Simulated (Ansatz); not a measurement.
TiO: single-point calculation (part 2 of 2)

Continued. System: TiO (Pm-3m, 6 atoms in the cell). Method: DFT r2SCAN, scalar-relativistic, plane waves, PAW, spin-polarised (Ansatz 0.2.0); cutoff 500 eV, 10×10×10 k-mesh, Gaussian smearing of 0.1 eV, collinear spins. The structure derives from a Materials Project entry. It belongs to a series of runs on one base structure; here: volume fm: 0.86 V/V0.

Geometry of the input (Å; fractional positions):
```
3.8863  0.0000  0.0000
0.0000  3.8863  0.0000
0.0000  0.0000  3.8863
Ti 0.5000  0.5000  0.0000
Ti 0.0000  0.5000  0.5000
Ti 0.5000  0.0000  0.5000
O  0.0000  0.5000  0.0000
O  0.5000  0.0000  0.0000
O  0.0000  0.0000  0.5000
```

What the program printed, continued:
```
SCF iter   1: F=-9223.454168 eV  HF=-9226.781404 eV  |F-HF|=3.33e0  |Δ(HF+E_count)|=         —  Δρ=4.63e-2 (↑4.15e-2 ↓4.63e-2)  dr2=5.39e0  dr2_τ=6.40e-2  dr2_m=2.52e-1  M=0.659 μB ∫|m|=0.730 μB  β_m=0.30  ethr=3.10e-3  ⟨swp⟩=5.7  Hψ=35974  notcnv=0
preconditioner: auto → Kerker (q_TF=auto, 2.691 Å⁻¹)  [metal: Δε(μ)=0.002 eV  Ē_g=9.475 eV  σ=0.100 eV  W_gap=0.01  n_scr=18 (ndim 8)  ℏωp=26.5 eV  f_vac=0.000  D(μ)=4.12/eV (n_scr^D=32)]
spin=Collinear: Kerker preconditioning applied to the charge; magnetization (m = ρ↑ − ρ↓) channel mixes plain (no charge-response kernel on spin).
SCF iter   2: F=-9225.341483 eV  HF=-9226.545697 eV  |F-HF|=1.20e0  |Δ(HF+E_count)|=   2.36e-1  Δρ=3.02e-2 (↑2.90e-2 ↓3.02e-2)  dr2=2.62e0  dr2_τ=1.36e-2  dr2_m=1.56e-1  M=0.646 μB ∫|m|=0.702 μB  β_m=0.30  ethr=3.10e-3  ⟨swp⟩=2.0  Hψ=13488  notcnv=0  defer=407  κ⁻¹=1.0e0(r=1)
SCF iter   3: F=-9225.938830 eV  HF=-9226.405322 eV  |F-HF|=4.66e-1  |Δ(HF+E_count)|=   1.40e-1  Δρ=2.11e-2 (↑2.11e-2 ↓2.00e-2)  dr2=1.22e0  dr2_τ=6.18e-3  dr2_m=9.89e-2  M=0.627 μB ∫|m|=0.671 μB  β_m=0.30  ethr=3.10e-3  ⟨swp⟩=2.1  Hψ=13226  notcnv=0  defer=403  κ⁻¹=3.7e-2(r=2)
SCF iter   4: F=-9226.190631 eV  HF=-9226.103101 eV  |F-HF|=8.75e-2  |Δ(HF+E_count)|=   3.02e-1  Δρ=1.45e-2 (↑1.45e-2 ↓1.31e-2)  dr2=1.06e-1  dr2_τ=5.05e-3  dr2_m=6.10e-2  M=0.596 μB ∫|m|=0.631 μB  β_m=0.30  ethr=2.26e-3  ⟨swp⟩=2.2  Hψ=16556  notcnv=0  defer=406  κ⁻¹=2.4e-3(r=3)
SCF iter   5: F=-9226.205676 eV  HF=-9226.173311 eV  |F-HF|=3.24e-2  |Δ(HF+E_count)|=   7.02e-2  Δρ=1.02e-2 (↑1.02e-2 ↓9.30e-3)  dr2=3.95e-2  dr2_τ=1.52e-3  dr2_m=3.79e-2  M=0.586 μB ∫|m|=0.617 μB  β_m=0.30  ethr=1.97e-4  ⟨swp⟩=2.0  Hψ=13760  notcnv=0  defer=394  κ⁻¹=4.2e-4(r=4)
SCF iter   6: F=-9226.212571 eV  HF=-9226.202646 eV  |F-HF|=9.93e-3  |Δ(HF+E_count)|=   2.93e-2  Δρ=7.22e-3 (↑6.20e-3 ↓7.22e-3)  dr2=4.99e-3  dr2_τ=5.23e-4  dr2_m=2.30e-2  M=0.576 μB ∫|m|=0.602 μB  β_m=0.30  ethr=7.31e-5  ⟨swp⟩=2.0  Hψ=14308  notcnv=0  defer=394  κ⁻¹=2.7e-4(r=5)
SCF iter   7: F=-9226.215651 eV  HF=-9226.207518 eV  |F-HF|=8.13e-3  |Δ(HF+E_count)|=   4.87e-3  Δρ=5.55e-3 (↑5.32e-3 ↓5.55e-3)  dr2=2.08e-3  dr2_τ=3.39e-4  dr2_m=1.51e-2  M=0.567 μB ∫|m|=0.589 μB  β_m=0.30  ethr=9.24e-6  ⟨swp⟩=2.0  Hψ=11908  notcnv=0  defer=391  κ⁻¹=3.1e-5(r=6)
SCF iter   8: F=-9226.215392 eV  HF=-9226.213629 eV  |F-HF|=1.76e-3  |Δ(HF+E_count)|=   6.11e-3  Δρ=4.55e-3 (↑4.55e-3 ↓4.36e-3)  dr2=2.76e-3  dr2_τ=2.23e-4  dr2_m=9.96e-3  M=0.559 μB ∫|m|=0.578 μB  β_m=0.30  ethr=3.85e-6  ⟨swp⟩=2.0  Hψ=16367  notcnv=0  defer=391  κ⁻¹=1.7e-6(r=7)
SCF iter   9: F=-9226.218161 eV  HF=-9226.215383 eV  |F-HF|=2.78e-3  |Δ(HF+E_count)|=   1.75e-3  Δρ=3.59e-3 (↑3.59e-3 ↓3.49e-3)  dr2=1.59e-4  dr2_τ=1.40e-4  dr2_m=6.69e-3  M=0.552 μB ∫|m|=0.569 μB  β_m=1.20  ethr=3.85e-6  ⟨swp⟩=2.0  Hψ=13492  notcnv=0  defer=390
Mixer restart at iter 9: flushing history
spin-set hold released at iteration 9 (site moments contracting): the magnetisation degrees of freedom join the quasi-Newton model from the next iteration; the mixer history was flushed
SCF iter  10: F=-9226.219689 eV  HF=-9226.215548 eV  |F-HF|=4.14e-3  |Δ(HF+E_count)|=   1.65e-4  Δρ=6.81e-4 (↑6.81e-4 ↓4.32e-4)  dr2=1.73e-4  dr2_τ=2.68e-5  dr2_m=1.35e-4  M=0.544 μB ∫|m|=0.555 μB  β_m=1.20  ethr=2.94e-7  ⟨swp⟩=2.7  Hψ=17240  notcnv=0  defer=388  κ⁻¹=1.0e0(r=1)
SCF iter  11: F=-9226.220438 eV  HF=-9226.217804 eV  |F-HF|=2.63e-3  |Δ(HF+E_count)|=   2.26e-3  Δρ=5.99e-4 (↑5.99e-4 ↓4.23e-4)  dr2=7.56e-5  dr2_τ=8.44e-6  dr2_m=1.26e-4  M=0.536 μB ∫|m|=0.544 μB  β_m=1.20  ethr=2.94e-7  ⟨swp⟩=2.0  Hψ=16064  notcnv=0  defer=388  κ⁻¹=1.1e-2(r=2)
SCF iter  12: F=-9226.221251 eV  HF=-9226.219973 eV  |F-HF|=1.28e-3  |Δ(HF+E_count)|=   2.17e-3  Δρ=3.05e-4 (↑3.05e-4 ↓2.33e-4)  dr2=2.27e-5  dr2_τ=2.17e-6  dr2_m=3.42e-5  M=0.513 μB ∫|m|=0.520 μB  β_m=1.20  ethr=1.40e-7  ⟨swp⟩=2.4  Hψ=15725  notcnv=0  defer=387  κ⁻¹=8.3e-4(r=3)
SCF iter  13: F=-9226.221638 eV  HF=-9226.221224 eV  |F-HF|=4.14e-4  |Δ(HF+E_count)|=   1.25e-3  Δρ=2.22e-4 (↑2.22e-4 ↓1.87e-4)  dr2=8.60e-6  dr2_τ=1.39e-6  dr2_m=2.06e-5  M=0.484 μB ∫|m|=0.491 μB  β_m=1.20  ethr=4.21e-8  ⟨swp⟩=2.9  Hψ=16626  notcnv=0  defer=385  κ⁻¹=2.5e-4(r=4)
SCF iter  14: F=-9226.221903 eV  HF=-9226.221819 eV  |F-HF|=8.45e-5  |Δ(HF+E_count)|=   5.95e-4  Δρ=1.08e-4 (↑1.08e-4 ↓1.04e-4)  dr2=2.03e-6  dr2_τ=4.39e-7  dr2_m=5.18e-6  M=0.434 μB ∫|m|=0.439 μB  β_m=1.20  ethr=1.59e-8  ⟨swp⟩=3.0  Hψ=18426  notcnv=0  defer=383  κ⁻¹=8.7e-5(r=5)
SCF iter  15: F=-9226.221943 eV  HF=-9226.221887 eV  |F-HF|=5.60e-5  |Δ(HF+E_count)|=   6.82e-5  Δρ=8.68e-5 (↑8.68e-5 ↓7.98e-5)  dr2=2.64e-6  dr2_τ=2.27e-7  dr2_m=3.33e-6  M=0.419 μB ∫|m|=0.424 μB  β_m=1.20  ethr=3.76e-9  ⟨swp⟩=3.0  Hψ=16878  notcnv=0  defer=382  κ⁻¹=8.5e-5(r=6)
SCF iter  16: F=-9226.221974 eV  HF=-9226.221920 eV  |F-HF|=5.41e-5  |Δ(HF+E_count)|=   3.33e-5  Δρ=6.56e-5 (↑5.95e-5 ↓6.56e-5)  dr2=7.98e-7  dr2_τ=1.33e-7  dr2_m=1.93e-6  M=0.404 μB ∫|m|=0.409 μB  β_m=1.20  ethr=3.76e-9  ⟨swp⟩=2.8  Hψ=16172  notcnv=0  defer=382  κ⁻¹=1.6e-5(r=7)
SCF iter  17: F=-9226.222011 eV  HF=-9226.221986 eV  |F-HF|=2.54e-5  |Δ(HF+E_count)|=   6.58e-5  Δρ=4.93e-5 (↑4.93e-5 ↓4.91e-5)  dr2=7.45e-7  dr2_τ=8.19e-8  dr2_m=1.07e-6  M=0.382 μB ∫|m|=0.387 μB  β_m=1.20  ethr=1.48e-9  ⟨swp⟩=3.0  Hψ=18219  notcnv=0  defer=382  κ⁻¹=3.4e-6(r=8)
SCF iter  18: F=-9226.222036 eV  HF=-9226.222025 eV  |F-HF|=1.04e-5  |Δ(HF+E_count)|=   3.94e-5  Δρ=3.65e-5 (↑3.65e-5 ↓3.61e-5)  dr2=2.82e-7  dr2_τ=4.33e-8  dr2_m=5.95e-7  M=0.362 μB ∫|m|=0.366 μB  β_m=1.20  ethr=1.38e-9  ⟨swp⟩=3.0  Hψ=18199  notcnv=0  defer=382  κ⁻¹=1.7e-4(r=8)
SCF iter  19: F=-9226.222052 eV  HF=-9226.222051 eV  |F-HF|=1.30e-6  |Δ(HF+E_count)|=   2.59e-5  Δρ=2.34e-5 (↑2.20e-5 ↓2.34e-5)  dr2=1.52e-7  dr2_τ=1.81e-8  dr2_m=2.28e-7  M=0.339 μB ∫|m|=0.343 μB  β_m=1.20  ethr=5.21e-10  ⟨swp⟩=3.0  Hψ=18371  notcnv=0  defer=381  κ⁻¹=6.9e-5(r=8)
SCF iter  20: F=-9226.222058 eV  HF=-9226.222057 eV  |F-HF|=7.53e-7  |Δ(HF+E_count)|=   5.98e-6  Δρ=1.19e-5 (↑1.19e-5 ↓8.39e-6)  dr2=6.34e-8  dr2_τ=3.26e-9  dr2_m=3.77e-8  M=0.320 μB ∫|m|=0.324 μB  β_m=1.20  ethr=1.85e-10  ⟨swp⟩=15.7  Hψ=67150  notcnv=0  κ⁻¹=1.5e-4(r=8)
SCF iter  21: F=-9226.222058 eV  HF=-9226.222058 eV  |F-HF|=4.94e-7  |Δ(HF+E_count)|=   4.60e-7  Δρ=6.74e-6 (↑6.74e-6 ↓4.32e-6)  dr2=2.55e-8  dr2_τ=8.84e-10  dr2_m=8.93e-9  M=0.319 μB ∫|m|=0.323 μB  β_m=1.20  ethr=1.17e-10  ⟨swp⟩=9.0  Hψ=49958  notcnv=0  κ⁻¹=2.4e-4(r=8)
SCF iter  22: F=-9226.222058 eV  HF=-9226.222058 eV  |F-HF|=1.55e-7  |Δ(HF+E_count)|=   5.28e-7  Δρ=2.93e-6 (↑2.93e-6 ↓2.64e-6)  dr2=4.14e-9  dr2_τ=2.16e-10  dr2_m=2.90e-9  M=0.318 μB ∫|m|=0.322 μB  β_m=1.20  ethr=4.72e-11  ⟨swp⟩=8.9  Hψ=50725  notcnv=0  κ⁻¹=3.4e-4(r=8)
iter 23 did not close the SCF: its close was put off for a magnetic moment that had not settled (scf_convergence_deferred on its scf_iter line)
SCF iter  23: F=-9226.222058 eV  HF=-9226.222058 eV  |F-HF|=3.08e-8  |Δ(HF+E_count)|=   3.21e-7  Δρ=1.87e-6 (↑1.87e-6 ↓1.61e-6)  dr2=1.02e-9  dr2_τ=8.66e-11  dr2_m=1.23e-9  M=0.315 μB ∫|m|=0.319 μB  β_m=1.20  ethr=7.66e-12  ⟨swp⟩=8.9  Hψ=50622  notcnv=0  κ⁻¹=2.3e-4(r=8)
iter 24 did not close the SCF: its close was put off for a magnetic moment that had not settled (scf_convergence_deferred on its scf_iter line)
SCF iter  24: F=-9226.222059 eV  HF=-9226.222059 eV  |F-HF|=1.71e-9  |Δ(HF+E_count)|=   1.12e-7  Δρ=7.50e-7 (↑7.08e-7 ↓7.50e-7)  dr2=4.65e-10  dr2_τ=1.59e-11  dr2_m=1.27e-10  M=0.313 μB ∫|m|=0.316 μB  β_m=1.20  ethr=1.89e-12  ⟨swp⟩=5.5  Hψ=52482  notcnv=0  κ⁻¹=1.0e-4(r=8)
SCF iter  25: F=-9226.222059 eV  HF=-9226.222059 eV  |F-HF|=1.85e-9  |Δ(HF+E_count)|=   1.17e-9  Δρ=4.28e-7 (↑4.28e-7 ↓3.18e-7)  dr2=2.47e-10  dr2_τ=3.85e-12  dr2_m=1.17e-11  M=0.312 μB ∫|m|=0.315 μB  ethr=1.00e-12  ⟨swp⟩=4.6  Hψ=46145  notcnv=0
SCF 1 converged in 25 iterations: F = -9226.222059 eV  dr2 = 2.47e-10
  greatest PAW one-centre occupation: 1.003 electrons in one spin orbital (limit 2), on the Ti atom at site 0 (counted from 0), in its partial waves of l = 1
```

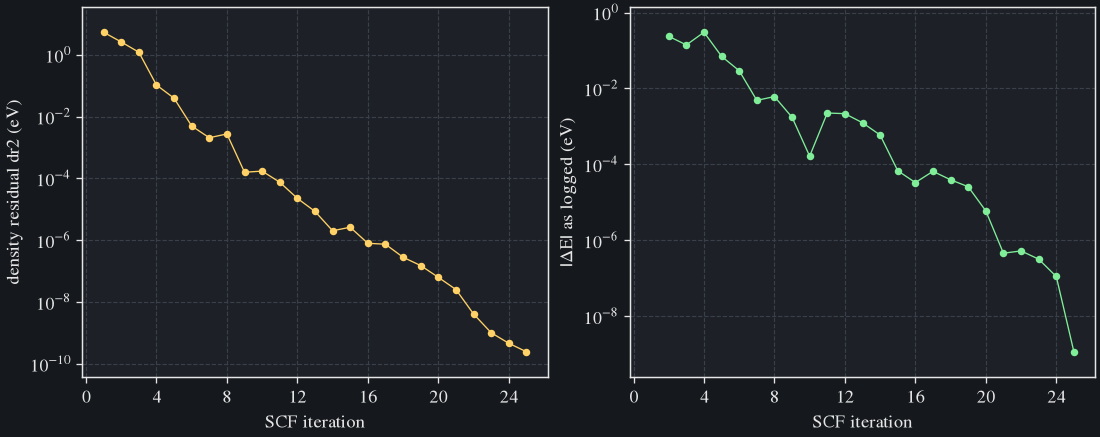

Fig. 1: Convergence of the self-consistent field: density residual dr2 and size of the energy change against the SCF iteration. The residual falls almost steadily, with no more than small rises.

```
this state was not tested for a lower state beside it, because the mixer in use, unlike msr1, does not test its closes by its own steps (another_mixer; see scf.mixing.algorithm and scf.lower_state_search)
SCF converged after 25 iterations
Magnetization: 0.3119 μB (27.1560 up, 26.8440 down)
Absolute magnetization: 0.3156 μB (∫|ρ↑−ρ↓|, with the PAW one-centre terms)
Spin contamination: 0.0002 ħ² per cell (⟨S²⟩ above its minimum at these occupations)
Per-site moments (μB) at R_I (Å): [(0.054041073563622484, 0.8015478707775), (0.05402530634305562, 0.8015478707775), (0.05402530634305575, 0.8015478707775), (0.0012164184093670597, 0.8015478707775), (0.0012164184093672258, 0.8015478707775), (0.001217414705351365, 0.8015478707775)]
Free energy (F): -9226.222059 eV
Harris-Foulkes:  -9226.222059 eV  (|F-HF|=1.85e-9)
Internal energy: -9226.201656 eV  (E = F + TS)
E sigma→0 (E₀):  -9226.211857 eV
Entropy (-TS):   -0.020402 eV (-3.400 meV/atom)
Fermi energy:    15.586700 eV
--- Per-component energies (eV) ---
  E_band       = -379.953302
  E_kinetic    = 1377.882434
  E_local      = -3024.733736  (includes V_loc(G=0)·N_el)
  E_nonlocal   = 162.516640
  E_hartree    = 1220.365548
  E_xc         = -508.423301
  E_vxc        = -728.708655  (∫ρ·V_xc dr)
  E_paw        = -3653.586129  (= ΣΔE_a)
  E_vpaw       = -655.550639  (= ΣTr[D̂ρ^β])
  E_aug_tail   = 0.003471  (compensation charges beyond the density's cutoff)
  E_vtau       = 47.906311  (kinetic-family band-sum trace: ∫τ·v_τ [+ j·A + Jᵃ·Aᵃ] dr)
  E_ewald      = -4799.370390
  E_core_change = -0.856194  (= ΣΔE_core)
  E_smearing   = -0.020402  (= −TS)
  E_closure    = 0.000000  (closes the sum)
  Σ components = -9226.222059   (vs F -9226.222059, Δ=0.00e0)
--- Forces (eV/Å), atoms counted from 1 ---
  atom   1  Ti     0.00000000     0.00000000     0.00000000
  atom   2  Ti     0.00000000    -0.00000000     0.00000000
  atom   3  Ti     0.00000000    -0.00000000     0.00000000
  atom   4  O      0.00000000     0.00000000     0.00000000
  atom   5  O      0.00000000     0.00000000     0.00000000
  atom   6  O     -0.00000000     0.00000000     0.00000000
  max |Σ_I F_I| component: 5.29e-29 eV/Å
--- Stress (GPa, compression-positive) ---
       37.611680       0.000000       0.000000
        0.000000      37.611680       0.000000
        0.000000       0.000000      37.611608
  P = ⅓ Tr σ = 37.6117 GPa (376.117 kbar)
--- Band table (eV; the first three rows and the last of 252) ---
  k-point 0 ↑: bands = ["-43.8435", "-43.5778", "-43.5777", "-19.4463", "-19.4463", "-19.4463", "-19.0651", "-19.0651", "-19.0651", "-18.5014", "-18.5014", "-18.5014", "-6.6473", "-5.7540", "-5.7540", "9.3345", "9.3345", "9.3345", "10.8014", "10.9535", "10.9535", "10.9535", "11.8988", "11.8988", "11.8988", "13.6497", "13.6497", "13.6498", "17.2741", "17.2741", "17.2741", "18.2842", "18.2842", "18.7400"]
  k-point 1 ↑: bands = ["-43.8377", "-43.5835", "-43.5776", "-19.4395", "-19.4352", "-19.4352", "-19.0770", "-19.0688", "-19.0688", "-18.5248", "-18.5092", "-18.5092", "-6.5839", "-5.7465", "-5.6866", "9.1945", "9.3197", "9.3197", "10.6722", "10.8758", "10.8758", "10.8877", "11.7376", "11.8110", "11.8110", "13.6861", "13.8566", "13.8566", "17.2124", "17.3943", "17.3943", "18.3060", "18.3356", "18.8799"]
  k-point 2 ↑: bands = ["-43.8210", "-43.6000", "-43.5771", "-19.4199", "-19.4039", "-19.4039", "-19.1079", "-19.0804", "-19.0804", "-18.5874", "-18.5301", "-18.5301", "-6.4193", "-5.7221", "-5.5066", "8.8039", "9.2764", "9.2764", "9.9976", "10.7142", "10.7142", "11.0260", "11.5125", "11.6089", "11.6089", "13.7868", "14.3700", "14.3700", "17.0456", "17.6873", "17.6873", "18.2486", "18.3644", "19.0754"]
  k-point 125 ↓: bands = ["-43.5705", "-43.5705", "-43.5705", "-19.7081", "-19.7081", "-19.7081", "-19.3057", "-18.6311", "-18.6311", "-18.6311", "-18.2693", "-18.2693", "-4.5195", "-4.5195", "-4.5195", "6.5849", "7.3746", "7.3746", "7.3746", "8.0248", "8.0248", "8.0248", "11.9063", "11.9063", "14.8243", "14.8243", "14.8243", "16.4477", "18.9237", "18.9237", "18.9237", "19.1755", "19.1755", "19.2285"]
--- Löwdin populations: 6 sites ---
  site symbol       q [e]    m [muB]
     0     Ti     11.2580     0.1000
     1     Ti     11.2580     0.1000
     2     Ti     11.2580     0.1000
     3      O      6.6565    -0.0002
     4      O      6.6565    -0.0002
     5      O      6.6565    -0.0002
  spilling = 0.004751 (of n_electrons = 54.000000)
```

File populations.tsv:
```
# site	symbol	l	j	q_up	q_dn
# orbitals = lowdin
# n_electrons = 54.000000
# spilling = 0.004751
0	Ti	0_3S	-	0.945740	0.945502
0	Ti	0_4S	-	0.287394	0.280882
0	Ti	1_3P	-	2.992420	2.991983
0	Ti	2_3D	-	1.453446	1.360594
1	Ti	0_3S	-	0.945740	0.945502
1	Ti	0_4S	-	0.287393	0.280882
1	Ti	1_3P	-	2.992420	2.991983
1	Ti	2_3D	-	1.453434	1.360606
2	Ti	0_3S	-	0.945740	0.945502
2	Ti	0_4S	-	0.287393	0.280882
2	Ti	1_3P	-	2.992420	2.991983
2	Ti	2_3D	-	1.453434	1.360606
3	O	0_2S	-	0.853566	0.853565
3	O	1_2P	-	2.474585	2.474808
4	O	0_2S	-	0.853566	0.853565
4	O	1_2P	-	2.474585	2.474808
5	O	0_2S	-	0.853566	0.853565
5	O	1_2P	-	2.474586	2.474808
```

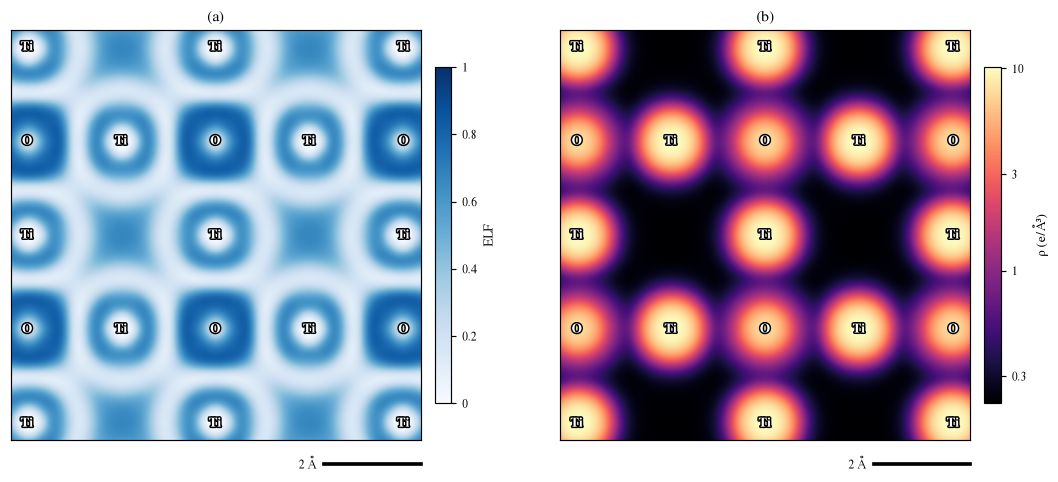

Fig. 2: (a) electron localisation function; (b) valence charge density (pseudo) on the (001) plane of the conventional cell. The section cuts through Ti and O sites. Ti–O (1.94 Å): ρ at the midpoint is about 0.68 e/Å³; the ELF is about 0.15 at the midpoint (a polar contact without a shared pair, in a metal). Ti–Ti (2.75 Å): the density is about 0.25 e/Å³ at the midpoint; the ELF is about 0.20 at the midpoint; no localised pair between them. Away from the nuclei the density in this plane falls to 0.22 e/Å³ at its lowest.The strong features right at Ti lie inside the PAW spheres (semicore, d or f shells) and say nothing about bonding. The fields are those of the smooth PAW valence density.

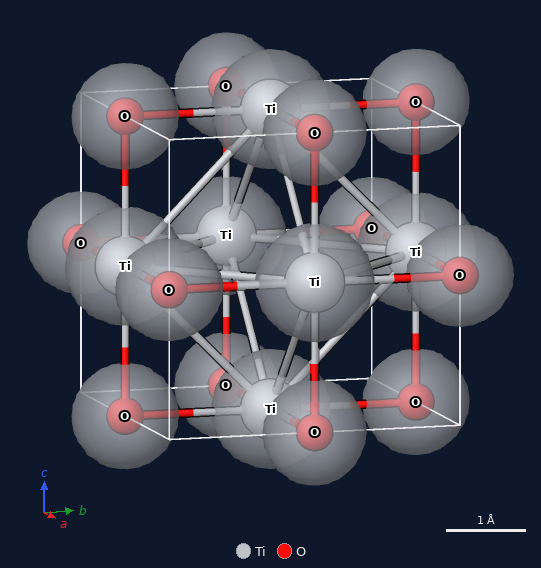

Fig. 3: Isosurface of the valence charge density (pseudo) at 1.5 e/Å³ (grey), seen slightly off an axis. Sticks mark near contacts. The outline is the cell set on symmetry axes. At this value the density breaks into separate islands; it holds about 65 % of the electrons treated as valence (semicore included). It is pinched off along the Ti–O (1.94 Å) and Ti–Ti (2.75 Å) contacts. On the grid the lowest density along these lines, outside the cores, is 0.68 e/Å³ (Ti–O, 1.94 Å) and 0.25 e/Å³ (Ti–Ti, 2.75 Å).
